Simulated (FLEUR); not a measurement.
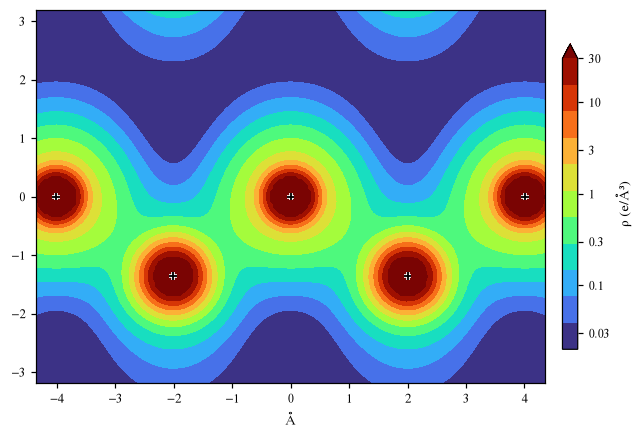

The electron density on a plane through atoms (crosses mark nuclei in the plane).

Computed with Kohn-Sham DFT of a periodic cell, PBE, all-electron in FLEUR MaX-R8.1 (later development tree).

Candidates:
A. Ti, a = 4.06 Å, b = 4.06 Å, c = 4.06 Å, α = 90.00°, β = 90.00°, γ = 90.00°. Space group Fm-3m.
B. ZnSe, a = 4.01 Å, b = 4.01 Å, c = 5.67 Å, α = 90.00°, β = 90.00°, γ = 90.00°. Space group Cm; changed on purpose from its base cell (atoms moved at random by about 0.05 A); not relaxed (largest force 0.3 eV/Å).
C. CdS, a = 5.51 Å, b = 5.51 Å, c = 5.51 Å, α = 90.00°, β = 90.00°, γ = 90.00°. Space group Fm-3m; a structure from a database of computed crystals, not necessarily the ambient phase.

### Which system is this?

Candidate B: ZnSe on the (010) plane of the standardised cell, which holds Se and Zn. Zn–Se (2.42 Å): the density is about 0.49 e/Å³ at the midpoint.
